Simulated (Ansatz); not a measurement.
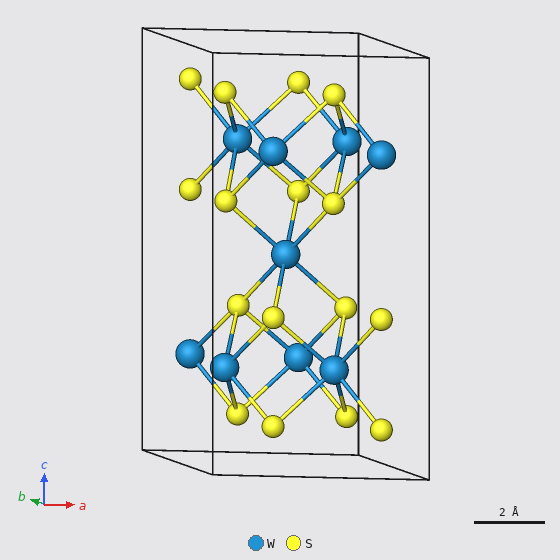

This ball-and-stick model is shown slightly off an axis. The supercell is outlined; an atom on or near a face, edge or corner is repeated at each equivalent position. The host is WS2, in a cell of 24 sites, and the cell carries a charge of +3.

**Where does the cell differ from the host, and how?**

An interstitial tungsten atom. It is bonded to six S in a distorted octahedral arrangement at about 2.4 Å. Not all metal-metal contacts are counted.

All computed values are from Ansatz, DFT PBE+D3(BJ), scalar-relativistic, plane waves, PAW. Settings: 420 eV cutoff, 3×3×2 k-mesh, Gaussian smearing of 0.01 eV, collinear spins.

**Does a spin moment come with the defect?**

Yes, 3.0 μB in the cell.

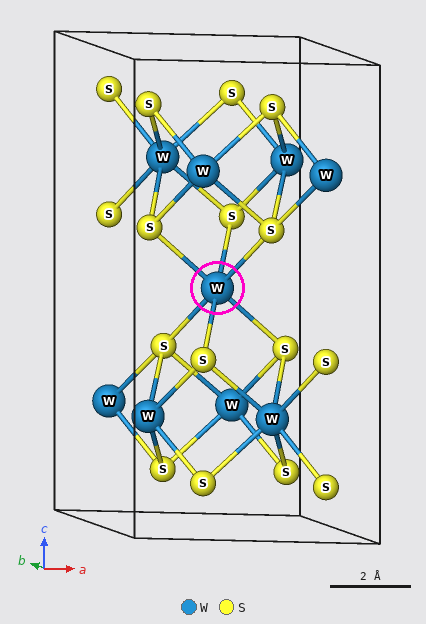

The same cell with a ring at the defect's site.

The atoms were relaxed in the host's cell with DFT PBE+D3(BJ), scalar-relativistic, plane waves, PAW (Ansatz).
